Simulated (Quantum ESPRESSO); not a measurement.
**Run report: Co, workfunction calculation (part 1 of 3)**

- system: Co (slab, 7 atoms in the cell)
- method: Kohn-Sham DFT of a periodic cell, PBE, PseudoDojo 0.4.1 SR PBE standard, spin-polarised (Quantum ESPRESSO 7.5)

The structure derives from an entry of the Crystallography Open Database.

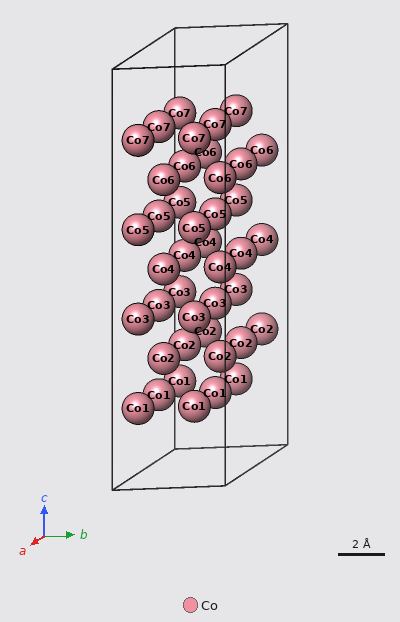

Figure 1. The structure (spheres-only view of the 3 × 2 repeat of the cell, with the vacuum cut short, seen slightly off an axis; atoms are numbered from 1 in the order of the input). An atom can appear more than once, as a periodic image.

### Summary

```csv
quantity,value
outcome,converged
electrons treated,119
free energy,−29148.9171 eV
"work function, top face",4.95 eV
"work function, bottom face",4.95 eV
Fermi energy,7.408 eV
gap on the k-point mesh,none (metallic)
net moment of the cell,12.13 μB
integrated absolute moment,13.39 μB
work function (upper face),4.95 eV
largest force (length of the vector),0.529 eV/Å
hardware,"2 threads of Arm Neoverse V2, 24 GiB of memory available, shared host"
wall time,13 min (CPU time 26 min)
peak memory,1.4 GiB
```

### Remarks

Notes on the run: negative rho.

### Input
```
&CONTROL
  calculation = 'scf'
  prefix = 'pwscf'
  outdir = './tmp'
  pseudo_dir = './pseudo'
  tprnfor = .true.
  disk_io = 'low'
/
&SYSTEM
  ibrav = 0
  celldm(1) = 8
  nat = 7
  ntyp = 1
  ecutwfc = 96
  nbnd = 79
  occupations = 'smearing'
  smearing = 'fd'
  degauss = 0.00367493
  nspin = 2
  starting_magnetization(1) = 0.1176
/
&ELECTRONS
  conv_thr = 7d-09
  electron_maxstep = 150
  mixing_beta = 0.3
  mixing_mode = 'local-TF'
/
ATOMIC_SPECIES
Co    58.9332 Co.upf
CELL_PARAMETERS alat
  0.5950277188666  -0.0000000000000   0.0000000000000
 -0.2975138594242   0.5153091204892   0.0000000000000
  0.0000000000000   0.0000000000000   6.4423125746148
ATOMIC_POSITIONS crystal
Co     0.6666666667    0.3333333334    0.2749972500
Co     0.3333333333    0.6666666666    0.3499981667
Co     0.6666666667    0.3333333334    0.4249990833
Co     0.3333333333    0.6666666666    0.5000000000
Co     0.6666666667    0.3333333334    0.5750009167
Co     0.3333333333    0.6666666666    0.6500018333
Co     0.6666666667    0.3333333334    0.7250027500
K_POINTS automatic
12 12 1 0 0 0
```

### File pp_density.in
```
&INPUTPP
  prefix = 'pwscf'
  outdir = './tmp'
  filplot = 'density.dat'
  plot_num = 0
/
&PLOT
  nfile = 1
  filepp(1) = 'density.dat'
  iflag = 3
  output_format = 6
  fileout = 'density.cube'
/
```

### File pp_potential.in
```
&INPUTPP
  prefix = 'pwscf'
  outdir = './tmp'
  filplot = 'potential.dat'
  plot_num = 11
/
&PLOT
  nfile = 1
  filepp(1) = 'potential.dat'
  iflag = 3
  output_format = 6
  fileout = 'potential.cube'
/
```

### File pp_spin.in
```
&INPUTPP
  prefix = 'pwscf'
  outdir = './tmp'
  filplot = 'spin.dat'
  plot_num = 6
/
&PLOT
  nfile = 1
  filepp(1) = 'spin.dat'
  iflag = 3
  output_format = 6
  fileout = 'spin.cube'
/
```

### File pp_elf.in
```
&INPUTPP
  prefix = 'pwscf'
  outdir = './tmp'
  filplot = 'elf.dat'
  plot_num = 8
/
&PLOT
  nfile = 1
  filepp(1) = 'elf.dat'
  iflag = 3
  output_format = 6
  fileout = 'elf.cube'
/
```

Launch command:
```bash
OMP_NUM_THREADS=1 mpirun -n 2 pw.x -nk 2 -in pw.in > pw.out
OMP_NUM_THREADS=1 mpirun -n 1 pp.x -in pp_density.in > pp_density.out
OMP_NUM_THREADS=1 mpirun -n 1 pp.x -in pp_potential.in > pp_potential.out
OMP_NUM_THREADS=1 mpirun -n 1 pp.x -in pp_spin.in > pp_spin.out
OMP_NUM_THREADS=1 mpirun -n 1 pp.x -in pp_elf.in > pp_elf.out
```

### Log
```
This program is part of the open-source Quantum ESPRESSO suite
     for quantum simulation of materials; please cite
         "P. Giannozzi et al., J. Phys.:Condens. Matter 21 395502 (2009);
         "P. Giannozzi et al., J. Phys.:Condens. Matter 29 465901 (2017);
         "P. Giannozzi et al., J. Chem. Phys. 152 154105 (2020);
          URL
     in publications or presentations arising from this work. More details at

     Message from routine setup:
     using ibrav=0 with symmetry is DISCOURAGED, use correct ibrav instead

     K-points division:     npool     =       2
     Subspace diagonalization in iterative solution of the eigenvalue problem:
     a serial algorithm will be used

     G-vector sticks info
     --------------------
     sticks:   dense  smooth     PW     G-vecs:    dense   smooth      PW
     Sum         595     595    187               128595   128595   20629

     Using Slab Decomposition

     bravais-lattice index     =            0
     lattice parameter (alat)  =       8.0000  a.u.
     unit-cell volume          =    1011.3856 (a.u.)^3
     number of atoms/cell      =            7
     number of atomic types    =            1
     number of electrons       =       119.00
     number of Kohn-Sham states=           79
     kinetic-energy cutoff     =      96.0000  Ry
     charge density cutoff     =     384.0000  Ry
     scf convergence threshold =      7.0E-09
     mixing beta               =       0.3000
     number of iterations used =            8  local-TF  mixing
     Exchange-correlation= PBE
                           (   1   4   3   4   0   0   0)

     celldm(1)=   8.000000  celldm(2)=   0.000000  celldm(3)=   0.000000
     celldm(4)=   0.000000  celldm(5)=   0.000000  celldm(6)=   0.000000

     crystal axes: (cart. coord. in units of alat)
               a(1) = (   0.595028  -0.000000   0.000000 )
               a(2) = (  -0.297514   0.515309   0.000000 )
               a(3) = (   0.000000   0.000000   6.442313 )

     reciprocal axes: (cart. coord. in units 2 pi/alat)
               b(1) = (  1.680594  0.970291 -0.000000 )
               b(2) = (  0.000000  1.940583 -0.000000 )
               b(3) = ( -0.000000 -0.000000  0.155224 )

     PseudoPot. # 1 for Co read from file:
     Co.upf
     Pseudo is Norm-conserving + core correction, Zval = 17.0
     Generated using ONCVPSP code by D. R. Hamann
     Using radial grid of 1388 points,  6 beta functions with:
                l(1) =   0
                l(2) =   0
                l(3) =   1
                l(4) =   1
                l(5) =   2
                l(6) =   2

     atomic species   valence    mass     pseudopotential
     Co               17.00    58.93320     Co( 1.00)

     Starting magnetic structure
     atomic species   magnetization
     Co              0.118

     12 Sym. Ops. (no inversion) found

   Cartesian axes

     site n.     atom                  positions (alat units)
         1        Co     tau(   1) = (   0.2975139   0.1717697   1.7716182  )
         2        Co     tau(   2) = (   0.0000000   0.3435394   2.2547976  )
         3        Co     tau(   3) = (   0.2975139   0.1717697   2.7379769  )
         4        Co     tau(   4) = (   0.0000000   0.3435394   3.2211563  )
         5        Co     tau(   5) = (   0.2975139   0.1717697   3.7043356  )
         6        Co     tau(   6) = (   0.0000000   0.3435394   4.1875150  )
         7        Co     tau(   7) = (   0.2975139   0.1717697   4.6706943  )

     number of k points=    19  Fermi-Dirac smearing, width (Ry)=  0.0037
                       cart. coord. in units 2pi/alat
        k(    1) = (   0.0000000   0.0000000   0.0000000), wk =   0.0069444
        k(    2) = (   0.0000000   0.1617152   0.0000000), wk =   0.0416667
        k(    3) = (   0.0000000   0.3234305   0.0000000), wk =   0.0416667
        k(    4) = (   0.0000000   0.4851457   0.0000000), wk =   0.0416667
        k(    5) = (   0.0000000   0.6468609   0.0000000), wk =   0.0416667
        k(    6) = (   0.0000000   0.8085762   0.0000000), wk =   0.0416667
        k(    7) = (   0.0000000  -0.9702914   0.0000000), wk =   0.0208333
        k(    8) = (   0.1400495   0.2425728   0.0000000), wk =   0.0416667
        k(    9) = (   0.1400495   0.4042881   0.0000000), wk =   0.0833333
        k(   10) = (   0.1400495   0.5660033   0.0000000), wk =   0.0833333
        k(   11) = (   0.1400495   0.7277185   0.0000000), wk =   0.0833333
        k(   12) = (   0.1400495   0.8894338   0.0000000), wk =   0.0833333
        k(   13) = (   0.2800990   0.4851457   0.0000000), wk =   0.0416667
        k(   14) = (   0.2800990   0.6468609   0.0000000), wk =   0.0833333
        k(   15) = (   0.2800990   0.8085762   0.0000000), wk =   0.0833333
        k(   16) = (   0.2800990   0.9702914   0.0000000), wk =   0.0416667
        k(   17) = (   0.4201485   0.7277185   0.0000000), wk =   0.0416667
        k(   18) = (   0.4201485   0.8894338   0.0000000), wk =   0.0833333
        k(   19) = (   0.5601980   0.9702914   0.0000000), wk =   0.0138889

     Dense  grid:   128595 G-vectors     FFT dimensions: (  30,  30, 324)

     Generating pointlists ...
     new r_m :   0.2446 (alat units)  1.9564 (a.u.) for type    1

     Initial potential from superposition of free atoms

     starting charge     118.9980, renormalised to     119.0000

     negative rho (up, down):  1.112E-05 8.781E-06
     Starting wfcs are   70 randomized atomic wfcs +    9 random wfcs

     Self-consistent Calculation

     iteration #  1     ecut=    96.00 Ry     beta= 0.30
     Davidson diagonalization with overlap
     ethr =  1.00E-02,  avg # of iterations =  5.1

     total energy              =   -2142.38933254 Ry
     estimated scf accuracy    <       3.79384413 Ry

     total magnetization       =    11.95 Bohr mag/cell
     absolute magnetization    =    12.21 Bohr mag/cell

     iteration #  2     ecut=    96.00 Ry     beta= 0.30
     Davidson diagonalization with overlap
     ethr =  3.19E-03,  avg # of iterations =  1.0

     total energy              =   -2142.40708212 Ry
     estimated scf accuracy    <       0.40858931 Ry

     total magnetization       =    11.84 Bohr mag/cell
     absolute magnetization    =    12.25 Bohr mag/cell

     iteration #  3     ecut=    96.00 Ry     beta= 0.30
     Davidson diagonalization with overlap
     ethr =  3.43E-04,  avg # of iterations =  3.0

     total energy              =   -2142.39923798 Ry
     estimated scf accuracy    <       1.12547663 Ry

     total magnetization       =    11.97 Bohr mag/cell
     absolute magnetization    =    12.53 Bohr mag/cell

     iteration #  4     ecut=    96.00 Ry     beta= 0.30
     Davidson diagonalization with overlap
     ethr =  3.43E-04,  avg # of iterations =  2.6

     total energy              =   -2142.40819816 Ry
     estimated scf accuracy    <       0.17726639 Ry

     total magnetization       =    11.99 Bohr mag/cell
     absolute magnetization    =    12.92 Bohr mag/cell

     iteration #  5     ecut=    96.00 Ry     beta= 0.30
     Davidson diagonalization with overlap
     ethr =  1.49E-04,  avg # of iterations =  3.7

     total energy              =   -2142.41141164 Ry
     estimated scf accuracy    <       0.02412186 Ry

     total magnetization       =    12.01 Bohr mag/cell
     absolute magnetization    =    13.17 Bohr mag/cell

     iteration #  6     ecut=    96.00 Ry     beta= 0.30
     Davidson diagonalization with overlap
     ethr =  2.03E-05,  avg # of iterations =  4.6

     total energy              =   -2142.40924592 Ry
     estimated scf accuracy    <       0.01831204 Ry

     total magnetization       =    12.04 Bohr mag/cell
     absolute magnetization    =    13.20 Bohr mag/cell

     iteration #  7     ecut=    96.00 Ry     beta= 0.30
     Davidson diagonalization with overlap
     ethr =  1.54E-05,  avg # of iterations =  5.1

     total energy              =   -2142.40709458 Ry
     estimated scf accuracy    <       0.01121410 Ry

     total magnetization       =    12.11 Bohr mag/cell
     absolute magnetization    =    13.36 Bohr mag/cell

     iteration #  8     ecut=    96.00 Ry     beta= 0.30
     Davidson diagonalization with overlap
     ethr =  9.42E-06,  avg # of iterations =  4.8

     total energy              =   -2142.40627303 Ry
     estimated scf accuracy    <       0.00755988 Ry

     total magnetization       =    12.15 Bohr mag/cell
     absolute magnetization    =    13.51 Bohr mag/cell

     iteration #  9     ecut=    96.00 Ry     beta= 0.30
     Davidson diagonalization with overlap
     ethr =  6.35E-06,  avg # of iterations =  4.2

     negative rho (up, down):  6.953E-04 1.533E-04

     total energy              =   -2142.40646076 Ry
     estimated scf accuracy    <       0.01658766 Ry

     total magnetization       =    12.09 Bohr mag/cell
     absolute magnetization    =    13.26 Bohr mag/cell

     iteration # 10     ecut=    96.00 Ry     beta= 0.30
     Davidson diagonalization with overlap
     ethr =  6.35E-06,  avg # of iterations =  4.7

     negative rho (up, down):  3.928E-03 3.290E-03

     total energy              =   -2142.40572254 Ry
     estimated scf accuracy    <       0.00639262 Ry

     total magnetization       =    12.11 Bohr mag/cell
     absolute magnetization    =    13.33 Bohr mag/cell

     iteration # 11     ecut=    96.00 Ry     beta= 0.30
     Davidson diagonalization with overlap
     ethr =  5.37E-06,  avg # of iterations =  7.2

     negative rho (up, down):  4.779E-03 4.067E-03

     total energy              =   -2142.40594118 Ry
     estimated scf accuracy    <       0.00189952 Ry

     total magnetization       =    12.10 Bohr mag/cell
     absolute magnetization    =    13.31 Bohr mag/cell

     iteration # 12     ecut=    96.00 Ry     beta= 0.30
     Davidson diagonalization with overlap
     ethr =  1.60E-06,  avg # of iterations =  5.3

     negative rho (up, down):  1.578E-03 1.357E-03

     total energy              =   -2142.40583716 Ry
     estimated scf accuracy    <       0.00061474 Ry

     total magnetization       =    12.11 Bohr mag/cell
     absolute magnetization    =    13.35 Bohr mag/cell

     iteration # 13     ecut=    96.00 Ry     beta= 0.30
     Davidson diagonalization with overlap
     ethr =  5.17E-07,  avg # of iterations =  5.2

     negative rho (up, down):  1.344E-03 1.161E-03

     total energy              =   -2142.40589340 Ry
     estimated scf accuracy    <       0.00006205 Ry

     total magnetization       =    12.12 Bohr mag/cell
     absolute magnetization    =    13.38 Bohr mag/cell

     iteration # 14     ecut=    96.00 Ry     beta= 0.30
     Davidson diagonalization with overlap
     ethr =  5.21E-08,  avg # of iterations =  1.9

     negative rho (up, down):  4.366E-04 3.688E-04

     total energy              =   -2142.40588699 Ry
     estimated scf accuracy    <       0.00001937 Ry

     total magnetization       =    12.13 Bohr mag/cell
     absolute magnetization    =    13.39 Bohr mag/cell

     iteration # 15     ecut=    96.00 Ry     beta= 0.30
     Davidson diagonalization with overlap
     ethr =  1.63E-08,  avg # of iterations =  5.1

     negative rho (up, down):  1.971E-04 1.562E-04

     total energy              =   -2142.40588716 Ry
     estimated scf accuracy    <       0.00000369 Ry

     total magnetization       =    12.13 Bohr mag/cell
     absolute magnetization    =    13.39 Bohr mag/cell

     iteration # 16     ecut=    96.00 Ry     beta= 0.30
     Davidson diagonalization with overlap
     ethr =  3.10E-09,  avg # of iterations =  4.2

     negative rho (up, down):  7.057E-05 4.794E-05

     total energy              =   -2142.40588754 Ry
     estimated scf accuracy    <       0.00000196 Ry

     total magnetization       =    12.13 Bohr mag/cell
     absolute magnetization    =    13.39 Bohr mag/cell

     iteration # 17     ecut=    96.00 Ry     beta= 0.30
     Davidson diagonalization with overlap
     ethr =  1.65E-09,  avg # of iterations =  3.7

     negative rho (up, down):  1.286E-05 3.426E-06

     total energy              =   -2142.40588807 Ry
     estimated scf accuracy    <       0.00000099 Ry

     total magnetization       =    12.13 Bohr mag/cell
     absolute magnetization    =    13.39 Bohr mag/cell

     iteration # 18     ecut=    96.00 Ry     beta= 0.30
     Davidson diagonalization with overlap
     ethr =  8.31E-10,  avg # of iterations =  3.6

     negative rho (up, down):  1.352E-06 7.834E-07

     total energy              =   -2142.40588897 Ry
     estimated scf accuracy    <       0.00000034 Ry

     total magnetization       =    12.13 Bohr mag/cell
     absolute magnetization    =    13.39 Bohr mag/cell

     iteration # 19     ecut=    96.00 Ry     beta= 0.30
     Davidson diagonalization with overlap
     ethr =  2.83E-10,  avg # of iterations =  3.0

     negative rho (up, down):  9.583E-07 2.739E-07

     total energy              =   -2142.40588901 Ry
     estimated scf accuracy    <       0.00000005 Ry

     total magnetization       =    12.13 Bohr mag/cell
     absolute magnetization    =    13.39 Bohr mag/cell

     iteration # 20     ecut=    96.00 Ry     beta= 0.30
     Davidson diagonalization with overlap
     ethr =  4.03E-11,  avg # of iterations =  1.7

     negative rho (up, down):  2.072E-06 1.461E-06

     total energy              =   -2142.40588904 Ry
     estimated scf accuracy    <       0.00000002 Ry

     total magnetization       =    12.13 Bohr mag/cell
     absolute magnetization    =    13.39 Bohr mag/cell

     iteration # 21     ecut=    96.00 Ry     beta= 0.30
     Davidson diagonalization with overlap
     ethr =  1.75E-11,  avg # of iterations =  2.9

     negative rho (up, down):  7.318E-06 6.143E-06

     total energy              =   -2142.40588903 Ry
     estimated scf accuracy    <          7.6E-09 Ry

     total magnetization       =    12.13 Bohr mag/cell
     absolute magnetization    =    13.39 Bohr mag/cell

     iteration # 22     ecut=    96.00 Ry     beta= 0.30
     Davidson diagonalization with overlap
     ethr =  6.40E-12,  avg # of iterations =  1.9

     Magnetic moment per site  (integrated on atomic sphere of radius R)
     atom   1 (R=0.245)  charge= 15.5326  magn=  1.8703
     atom   2 (R=0.245)  charge= 15.6209  magn=  1.8092
     atom   3 (R=0.245)  charge= 15.6239  magn=  1.7738
     atom   4 (R=0.245)  charge= 15.6233  magn=  1.7720
     atom   5 (R=0.245)  charge= 15.6239  magn=  1.7738
     atom   6 (R=0.245)  charge= 15.6209  magn=  1.8092
     atom   7 (R=0.245)  charge= 15.5326  magn=  1.8703

     End of self-consistent calculation

 ------ SPIN UP ------------

          k = 0.0000 0.0000 0.0000 ( 16211 PWs)   bands (ev):
```
